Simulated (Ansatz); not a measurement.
Run report: PtSe2, geometry relaxation

System: PtSe2 (3 atoms in the cell).
Method: DFT PBE+D3(BJ), scalar-relativistic, plane waves, PAW, no spin polarisation (Ansatz 0.2.0).

The structure derives from an entry of the Crystallography Open Database. Figures and captions count atoms from 1; the log counts them from 0 in places.

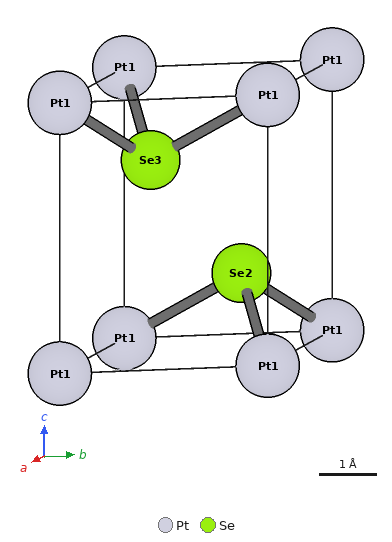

The input geometry (ball-and-stick view of the cell of the calculation, seen slightly off an axis; atoms are numbered from 1 in the order of the input). An atom can appear more than once, as a periodic image. Near neighbours in the periodic cell (some may lie outside the picture): Pt has 6 Se at 2.53 Å; Se has 3 Pt at 2.53 Å.

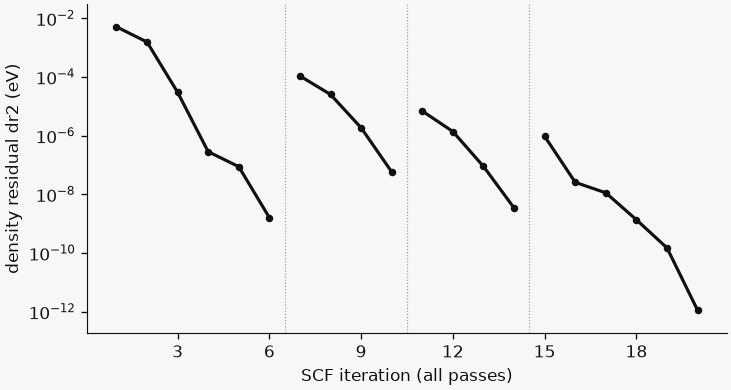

Convergence of the self-consistent field: density residual dr2 against the SCF iteration. The dotted lines part the SCF passes of the relaxation: geometry steps, rejected trials and re-solves on a re-selected basis. The passes take 6, 4, 4 and 6 iterations.

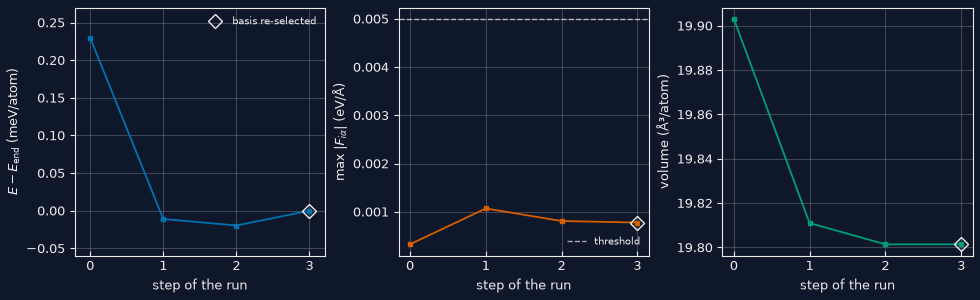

Progress of the relaxation, step by step (the first geometry is step 0 here and step 1 in the log).

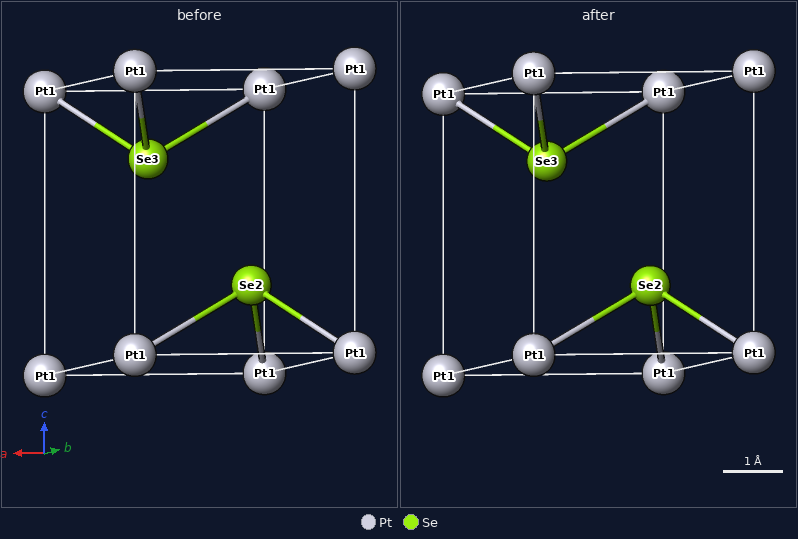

Before (left) and after (right) the relaxation, at one scale (ball-and-stick view of the cell of the calculation, seen at an oblique angle). The largest moves relative to the cell, 0.005 Å, are those of Se2 and Se3. Pt stays in place. The volume changes by −0.5 %, with a = b 3.764 → 3.772 Å (+0.2 %), c 4.865 → 4.822 Å (−0.9 %). The space group stays P-3m1 (No. 164). Over 2 geometry steps the energy falls by 0.2 meV per atom. Largest force component: 0.00032 eV/Å at the start, 0.00078 eV/Å at the end. The pressure goes from −0.07 to −0.02 GPa. A last SCF at the same geometry on a re-selected plane-wave basis shifts the energy by +0.0 meV per atom. (Atoms are counted from 1 in the order of the input.)

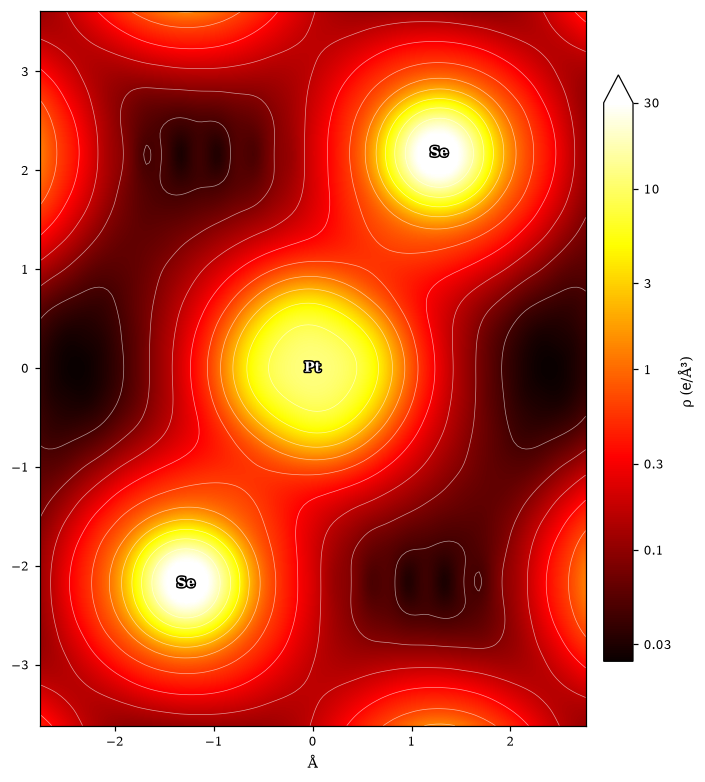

Valence pseudo-density on the (110) plane of the conventional cell. The section cuts through Pt and Se sites. Pt–Se (2.53 Å): the density is about 0.56 e/Å³ at the midpoint. Away from the nuclei the density in this plane falls to 0.02 e/Å³ at its lowest. The fields are those of the smooth PAW valence density.

The input and output of the run follow.

Input:
```yaml
crystal:
  lattice:
    - [3.7644458067, 0.0, 0.0]
    - [-1.8822229034, 3.2601056998, 0.0]
    - [0.0, 0.0, 4.8652988453]
  atoms:
    - { symbol: Pt, position: [0.0, 0.0, 0.0] }
    - { symbol: Se, position: [0.3333333333, 0.6666666667, 0.264437345] }
    - { symbol: Se, position: [0.6666666667, 0.3333333333, 0.735562655] }
basis:
  ecutwfc: 420
kpoints:
  mp_grid: { grid: [12, 12, 10] }
hamiltonian:
  xc: pbe
  dispersion: d3bj
scf:
  occupations: { method: gaussian, width: 0.1 }
output:
  forces: true
  stress: true
  eigenvalues: true
  write_density: true
  write_potential: true
  elf: true
  volumetric_format: npy
relax:
  adjacent_minimum: "off"
  f_tol: 0.005
  max_steps: 80
  cell: { stress_tol: 0.05 }
```

Launch command:
```bash
ansatz run input.yaml --threads 4 --pin off --max-ram 10240MiB --backend cpu --events-out ev --progress --plain --runs-dir out
```

What the program printed:
```
Engine: ansatz 0.2.0, x86_64-unknown-linux-gnu
Pseudopotentials: kind: paw
Pseudopotential: Pt, paw, valence charge 18, recommended cutoff 420 eV (normal), Pt.paw.azcp
Pseudopotential: Se, paw, valence charge 16, recommended cutoff 420 eV (normal), Se.paw.azcp
Functional definition: PBE
  parameter kappa = 0.804
  parameter beta = 0.06672455060314922
  exchange = pbe_x(kappa = kappa, mu = beta*pi^2/3)
  correlation = pbe_c(beta = beta)
Crystal: 3 atoms, lattice volume = 59.709 Å³
Basis set: ecut = 420 eV, 1169 PW (Γ), exchange–correlation on 54×54×72 points (8 copies of the dense FFT grid, shifted against one another)
Bands: 30, of which v1, the nominal top of the filled ones, is band 25 counted from 1 (24 counted from 0)
Symmetry: 12 space group operations
Space group: P-3m1 (ITA 164), of the structure as read, at distance tolerance 3.9e-5 Å
k-points: 162 of 1440
Non-local potential: Pt, projectors of the file, l = 0: 3, l = 1: 2, l = 2: 2, l = 3: 1
Non-local potential: Se, projectors of the file, l = 0: 2, l = 1: 2, l = 2: 3, l = 3: 1
PAW form: soft (Blöchl's): semilocal exchange-correlation on the pseudo side does not see the compensation charge
PAW one-centre angular grid: Pt, 590 points (default); XC on 64 Gauss nodes
PAW one-centre angular grid: Se, 590 points (default); XC on 64 Gauss nodes
Initial density: superposition of atomic densities (neutral atoms: chi_scale 0, normalization atom), corrected by the library's trained network
Initial wavefunctions: pseudopotential atomic-orbital guess
Functional: x = pbe(κ = 0.804, μ = 0.2195149727645171), c = pbe(β = 0.06672455060314922)
SCF iter   1: F=—  HF=-23463.732800 eV  |F-HF|=—  |Δ(HF+E_count)|=         —  Δρ=3.09e-3  dr2=5.07e-3  ethr=1.77e-3  ⟨swp⟩=5.3  Hψ=18556  notcnv=0
preconditioner: auto → LDOS  [metal: Δε(μ)=0.033 eV  Ē_g=10.054 eV  σ=0.100 eV  W_gap=0.18  n_scr=22 (ndim 8)  ℏωp=22.5 eV  f_vac=0.023  D(μ)=0.77/eV (n_scr^D=2)  β→1.0]
SCF iter   2: F=—  HF=-23463.734464 eV  |F-HF|=—  |Δ(HF+E_count)|=   1.66e-3  Δρ=1.33e-3  dr2=1.54e-3  ethr=1.01e-5  ⟨swp⟩=2.0  Hψ=7913  notcnv=0
SCF iter   3: F=—  HF=-23463.734207 eV  |F-HF|=—  |Δ(HF+E_count)|=   2.57e-4  Δρ=2.37e-4  dr2=2.99e-5  ethr=3.08e-6  ⟨swp⟩=2.0  Hψ=5987  notcnv=0
SCF iter   4: F=—  HF=-23463.734196 eV  |F-HF|=—  |Δ(HF+E_count)|=   1.13e-5  Δρ=2.83e-5  dr2=2.81e-7  ethr=5.98e-8  ⟨swp⟩=2.0  Hψ=8613  notcnv=0
iter 5 did not close the SCF: its close was put off for the readings that it lacked (scf_convergence_deferred on its scf_iter line)
SCF iter   5: F=-23463.734196 eV  HF=-23463.734196 eV  |F-HF|=6.27e-8  |Δ(HF+E_count)|=   4.09e-7  Δρ=8.27e-6  dr2=8.66e-8  ethr=5.62e-10  ⟨swp⟩=2.7  Hψ=8807  notcnv=0
SCF iter   6: F=-23463.734196 eV  HF=-23463.734196 eV  |F-HF|=2.32e-9  |Δ(HF+E_count)|=   1.49e-8  Δρ=2.15e-6  dr2=1.59e-9  ethr=1.73e-10  ⟨swp⟩=7.9  Hψ=31801  notcnv=0
SCF 1 converged in 6 iterations: F = -23463.734196 eV  dr2 = 1.59e-9
  greatest PAW one-centre occupation: 1.000 electrons in one spin orbital (limit 2), on the Pt atom at site 0 (counted from 0), in its partial waves of l = 0
relax step   1: F+E_penalty+E_count = -23463.73419640 eV  Δ(F+E_penalty+E_count) = +0.000e0 eV  max|allowed force component| = 3.250e-4 eV/Å  Δτ_max = 0.0000 Å  P = -0.070 GPa  Ω = 59.709 Å³  (6 SCF iters, dr2 threshold 1.00e-7 eV, accepted)
Crystal: 3 atoms, lattice volume = 59.433 Å³
Initial density: handed on by an earlier stage of this run
Initial wavefunctions: those handed on with the density
iter 1 solved again at ethr=3.84e-7 eV; its pass at ethr=3.10e-3 eV (dr2=1.92e-4 eV) is discarded
SCF iter   1: F=—  HF=-23463.734939 eV  |F-HF|=—  |Δ(HF+E_count)|=         —  Δρ=6.22e-4  dr2=1.07e-4  ethr=3.84e-7  ⟨swp⟩=3.0  Hψ=24238  notcnv=0
preconditioner: auto → LDOS  [metal: Δε(μ)=0.030 eV  Ē_g=10.067 eV  σ=0.100 eV  W_gap=0.16  n_scr=22 (ndim 8)  ℏωp=22.6 eV  f_vac=0.022  D(μ)=0.81/eV (n_scr^D=2)  β→1.0]
SCF iter   2: F=—  HF=-23463.734925 eV  |F-HF|=—  |Δ(HF+E_count)|=   1.36e-5  Δρ=1.75e-4  dr2=2.50e-5  ethr=2.14e-7  ⟨swp⟩=3.0  Hψ=8428  notcnv=0
SCF iter   3: F=—  HF=-23463.734920 eV  |F-HF|=—  |Δ(HF+E_count)|=   5.43e-6  Δρ=4.13e-5  dr2=1.83e-6  ethr=5.00e-8  ⟨swp⟩=3.0  Hψ=8353  notcnv=0
SCF iter   4: F=-23463.734919 eV  HF=-23463.734919 eV  |F-HF|=3.31e-8  |Δ(HF+E_count)|=   3.58e-7  Δρ=9.01e-6  dr2=5.75e-8  ethr=6.00e-10  ⟨swp⟩=9.9  Hψ=41521  notcnv=0
SCF 2 converged in 4 iterations: F = -23463.734919 eV  dr2 = 5.75e-8
  Residual-converged pass: ⟨swp⟩=1.0  Hψ=5510  notcnv=0  max |occ|·‖R‖ = 7.1e-9 eV (tolerance 1.0e-8 eV)  dr2=5.75e-8  dr2_onsite=3.53e-9  max |Δocc| = 3.5e-13
relax step   2: F+E_penalty+E_count = -23463.73491913 eV  Δ(F+E_penalty+E_count) = -7.227e-4 eV  max|allowed force component| = 1.068e-3 eV/Å  Δτ_max = 0.0048 Å  P = +0.011 GPa  Ω = 59.433 Å³  energy of the carried Pulay correction = +5.215e-5 eV  (4 SCF iters, dr2 threshold 3.00e-7 eV, accepted)
Crystal: 3 atoms, lattice volume = 59.404 Å³
iter 1 solved again at ethr=2.02e-8 eV; its pass at ethr=3.10e-3 eV (dr2=1.01e-5 eV) is discarded
SCF iter   1: F=—  HF=-23463.734956 eV  |F-HF|=—  |Δ(HF+E_count)|=         —  Δρ=1.47e-4  dr2=6.82e-6  ethr=2.02e-8  ⟨swp⟩=3.0  Hψ=23654  notcnv=0
preconditioner: auto → LDOS  [metal: Δε(μ)=0.029 eV  Ē_g=10.068 eV  σ=0.100 eV  W_gap=0.16  n_scr=22 (ndim 8)  ℏωp=22.6 eV  f_vac=0.022  D(μ)=0.81/eV (n_scr^D=2)  β→1.0]
SCF iter   2: F=—  HF=-23463.734945 eV  |F-HF|=—  |Δ(HF+E_count)|=   1.12e-5  Δρ=4.19e-5  dr2=1.36e-6  ethr=1.36e-8  ⟨swp⟩=2.0  Hψ=6625  notcnv=0
SCF iter   3: F=—  HF=-23463.734945 eV  |F-HF|=—  |Δ(HF+E_count)|=   3.45e-7  Δρ=1.12e-5  dr2=8.83e-8  ethr=2.72e-9  ⟨swp⟩=2.0  Hψ=8734  notcnv=0
SCF iter   4: F=-23463.734945 eV  HF=-23463.734945 eV  |F-HF|=1.63e-9  |Δ(HF+E_count)|=   2.72e-8  Δρ=2.36e-6  dr2=3.39e-9  ethr=1.43e-11  ⟨swp⟩=5.5  Hψ=30162  notcnv=0
SCF 3 converged in 4 iterations: F = -23463.734945 eV  dr2 = 3.39e-9
relax step   3: F+E_penalty+E_count = -23463.73494482 eV  Δ(F+E_penalty+E_count) = -2.569e-5 eV  max|allowed force component| = 8.080e-4 eV/Å  Δτ_max = 0.0006 Å  P = -0.021 GPa  Ω = 59.404 Å³  energy of the carried Pulay correction = +5.701e-5 eV  (4 SCF iters, dr2 threshold 7.16e-9 eV, accepted)
Initial wavefunctions: pseudopotential atomic-orbital guess (no wavefunctions were taken with the density)
iter 1 solved again at ethr=8.80e-8 eV; its pass at ethr=3.10e-3 eV (dr2=4.40e-5 eV) is discarded
SCF iter   1: F=—  HF=-23463.734418 eV  |F-HF|=—  |Δ(HF+E_count)|=         —  Δρ=2.73e-4  dr2=9.36e-7  ethr=8.80e-8  ⟨swp⟩=3.0  Hψ=30191  notcnv=0
preconditioner: auto → LDOS  [metal: Δε(μ)=0.028 eV  Ē_g=10.068 eV  σ=0.100 eV  W_gap=0.16  n_scr=22 (ndim 8)  ℏωp=22.6 eV  f_vac=0.022  D(μ)=0.81/eV (n_scr^D=2)  β→1.0]
SCF iter   2: F=—  HF=-23463.734886 eV  |F-HF|=—  |Δ(HF+E_count)|=   4.68e-4  Δρ=4.64e-6  dr2=2.53e-8  ethr=1.87e-9  ⟨swp⟩=2.0  Hψ=6578  notcnv=0
SCF iter   3: F=—  HF=-23463.734886 eV  |F-HF|=—  |Δ(HF+E_count)|=   2.75e-9  Δρ=3.23e-6  dr2=1.11e-8  ethr=5.05e-11  ⟨swp⟩=2.0  Hψ=8827  notcnv=0
SCF iter   4: F=—  HF=-23463.734886 eV  |F-HF|=—  |Δ(HF+E_count)|=   4.91e-9  Δρ=1.26e-6  dr2=1.34e-9  ethr=2.21e-11  ⟨swp⟩=2.0  Hψ=8257  notcnv=0
SCF iter   5: F=—  HF=-23463.734886 eV  |F-HF|=—  |Δ(HF+E_count)|=  4.95e-10  Δρ=3.34e-7  dr2=1.47e-10  ethr=2.68e-12  ⟨swp⟩=2.0  Hψ=8265  notcnv=0
SCF iter   6: F=-23463.734886 eV  HF=-23463.734886 eV  |F-HF|=0.00e0  |Δ(HF+E_count)|=  5.46e-11  Δρ=4.17e-8  dr2=1.10e-12  ethr=1.00e-12  ⟨swp⟩=6.0  Hψ=22299  notcnv=0
SCF 4 converged in 6 iterations: F = -23463.734886 eV  dr2 = 1.10e-12
relax step   4: F+E_penalty+E_count = -23463.73488604 eV  Δ(F+E_penalty+E_count) = +5.878e-5 eV  max|allowed force component| = 7.755e-4 eV/Å  Δτ_max = 0.0000 Å  P = -0.021 GPa  Ω = 59.404 Å³  stress off target by 2.87e-2 GPa  SCF on the basis re-selected at this cell (its energy is not comparable with the rows above)  (6 SCF iters)
basis re-selected at this cell: Δ(F+E_penalty+E_count) = +5.878e-5 eV, ΔP = +0.000 GPa vs the last step (what re-selecting the basis moved, of the pressure what is left beyond the Pulay correction that the steps carried, after the strain that the cell walked since its last selection, with what the two solves' SCF thresholds leave and, on support functions, any second-order correction that the steps lacked; it is no measure of the basis error at this ecutwfc). This SCF's stress stands 2.87e-2 GPa from its target on what of the cell is left free (relax.cell.stress_tol is 5.00e-2 GPa) and its largest allowed force component is 7.76e-4 eV/Å (relax.f_tol is 5.00e-3 eV/Å): within both
SCF converged after 6 iterations
Free energy (F): -23463.734886 eV
Harris-Foulkes:  -23463.734886 eV  (|F-HF|=0.00e0)
Internal energy: -23463.730829 eV  (E = F + TS)
E sigma→0 (E₀):  -23463.732858 eV
Entropy (-TS):   -0.004057 eV (-1.352 meV/atom)
Fermi energy:    13.654279 eV
--- Per-component energies (eV) ---
  E_band       = -936.585715
  E_kinetic    = 874.614342
  E_local      = -6472.375264  (includes V_loc(G=0)·N_el)
  E_nonlocal   = -989.922309
  E_hartree    = 3002.514742
  E_xc         = -470.719373
  E_vxc        = -500.006087  (∫ρ·V_xc dr)
  E_paw        = -13278.233922  (= ΣΔE_a)
  E_vpaw       = 146.075165  (= ΣTr[D̂ρ^β])
  E_aug_tail   = -0.001005  (compensation charges beyond the density's cutoff)
  E_ewald      = -6128.137506
  E_disp       = -1.470534  (pairwise vdW)
  E_smearing   = -0.004057  (= −TS)
  E_closure    = -0.000000  (closes the sum)
  Σ components = -23463.734886   (vs F -23463.734886, Δ=0.00e0)
--- Forces (eV/Å), atoms counted from 1 ---
  atom   1  Pt     0.00000000     0.00000000     0.00000000
  atom   2  Se     0.00000000     0.00000000     0.00077552
  atom   3  Se    -0.00000000    -0.00000000    -0.00077552
  max |Σ_I F_I| component: 1.16e-18 eV/Å
--- Stress (GPa, compression-positive) ---
       -0.028701       0.000000       0.000000
        0.000000      -0.028701       0.000000
        0.000000       0.000000      -0.004695
  P = ⅓ Tr σ = -0.0207 GPa (-0.207 kbar)
--- Band table (eV; the first three rows and the last of 162) ---
  k-point 0: bands = ["-85.6866", "-39.9340", "-39.9340", "-39.8431", "-34.8948", "-34.8948", "-34.8922", "-34.8922", "-34.8865", "-34.8865", "-34.8811", "-34.8811", "-34.8802", "-34.8795", "-2.0172", "1.0835", "6.5347", "7.4262", "7.4262", "9.8650", "9.8650", "11.1816", "12.6446", "12.6446", "14.4322", "14.7228", "14.7228", "17.0163", "17.7646", "20.9462"]
  k-point 1: bands = ["-85.6866", "-39.9340", "-39.9340", "-39.8431", "-34.8947", "-34.8947", "-34.8922", "-34.8922", "-34.8864", "-34.8864", "-34.8812", "-34.8812", "-34.8803", "-34.8794", "-1.9683", "0.9547", "6.7040", "7.4356", "7.4356", "9.8588", "9.8588", "11.1761", "12.5576", "12.5576", "14.1208", "14.8498", "14.8498", "17.1165", "18.0709", "20.9045"]
  k-point 2: bands = ["-85.6866", "-39.9340", "-39.9340", "-39.8431", "-34.8945", "-34.8945", "-34.8924", "-34.8924", "-34.8861", "-34.8861", "-34.8817", "-34.8817", "-34.8803", "-34.8794", "-1.8236", "0.6186", "7.1558", "7.4606", "7.4606", "9.8435", "9.8435", "11.1526", "12.3577", "12.3577", "13.4265", "15.1640", "15.1640", "17.4272", "18.7259", "20.7759"]
  k-point 161: bands = ["-85.6865", "-39.9400", "-39.9400", "-39.8425", "-34.8934", "-34.8934", "-34.8931", "-34.8930", "-34.8850", "-34.8843", "-34.8843", "-34.8837", "-34.8791", "-34.8791", "0.0681", "0.0681", "7.2384", "7.2384", "7.7039", "9.2251", "9.3706", "9.3706", "10.2093", "11.1759", "11.1759", "15.9911", "15.9911", "20.2424", "21.2654", "21.2955"]
--- Relaxed structure (3 steps of the walk, 3 accepted, 1 SCFs on fresh bases) ---
  F+E_penalty+E_count = -23463.73488604 eV   max|allowed force component| = 7.755e-4 eV/Å   (the final SCF, on the basis selected at the relaxed cell)
  cell:  # Å, volume = 59.4042 Å³
    - [3.771702439271799, 2.8923099033583007e-11, 4.881188871659603e-19]
    - [-1.8858512196609476, 3.26639012791065, 4.881188872048667e-19]
    - [6.308615876018681e-19, 1.0926843223473965e-18, 4.821826348419629]
  atoms:
    - { symbol: Pt, position: [-4.6590628671991056e-35, 2.646098624953614e-35, -3.298752391896975e-36] }
    - { symbol: Se, position: [0.33333333333333326, 0.6666666666666665, 0.2655437484443141] }
    - { symbol: Se, position: [0.6666666666666666, 0.3333333333333333, 0.7344562515556856] }
```

Trajectory as extended XYZ (Å, eV, eV/Å), 4 frames, from step=1 to step=4:
```
3
Lattice="3.7644 0.0000 0.0000 -1.8822 3.2601 0.0000 0.0000 0.0000 4.8653" Properties=species:S:1:pos:R:3:forces:R:3 step=1 energy=-23463.73420 pressure_GPa=-0.07
Pt    0.0000    0.0000    0.0000    0.0000   0.0000   0.0000
Se    0.0000    2.1734    1.2866    0.0000   0.0000  -0.0003
Se    1.8822    1.0867    3.5787    0.0000   0.0000   0.0003
3
Lattice="3.7697 0.0000 0.0000 -1.8848 3.2646 0.0000 0.0000 0.0000 4.8293" Properties=species:S:1:pos:R:3:forces:R:3 step=2 energy=-23463.73492 pressure_GPa=0.01
Pt    0.0000    0.0000    0.0000    0.0000   0.0000   0.0000
Se    0.0000    2.1764    1.2818    0.0000   0.0000   0.0011
Se    1.8848    1.0882    3.5476    0.0000   0.0000  -0.0011
3
Lattice="3.7717 0.0000 0.0000 -1.8859 3.2664 0.0000 0.0000 0.0000 4.8218" Properties=species:S:1:pos:R:3:forces:R:3 step=3 energy=-23463.73495 pressure_GPa=-0.02
Pt    0.0000    0.0000    0.0000    0.0000   0.0000   0.0000
Se    0.0000    2.1776    1.2804    0.0000   0.0000   0.0008
Se    1.8859    1.0888    3.5414    0.0000   0.0000  -0.0008
3
Lattice="3.7717 0.0000 0.0000 -1.8859 3.2664 0.0000 0.0000 0.0000 4.8218" Properties=species:S:1:pos:R:3:forces:R:3 step=4 energy=-23463.73489 pressure_GPa=-0.02
Pt    0.0000    0.0000    0.0000    0.0000   0.0000   0.0000
Se    0.0000    2.1776    1.2804    0.0000   0.0000   0.0008
Se    1.8859    1.0888    3.5414    0.0000   0.0000  -0.0008
```

Results in brief:

| quantity | value |
| --- | --- |
| outcome | converged |
| space group (tolerance 0.01 Å) | P-3m1 (164) |
| electrons treated | 50 |
| free energy | −23463.7349 eV |
| Fermi energy | 13.654 eV |
| gap on the k-point mesh | none (metallic) |
| pressure | −0.02 GPa |
| final volume | 59.40 Å³ |
| largest force (length of the vector) at the end | 0.001 eV/Å |
| final cell | a = 3.772 Å, b = 3.772 Å, c = 4.822 Å, α = 90.00°, β = 90.00°, γ = 120.00° |
| hardware | 4 threads of Intel Xeon @ 2.50GHz (Skylake/Cascade Lake), 32 GiB of memory available, shared host |
| wall time | 19 s (CPU time 71 s) |
| peak memory | 0.63 GiB |

Notes:

Spin–orbit coupling is left out, which matters for Pt.
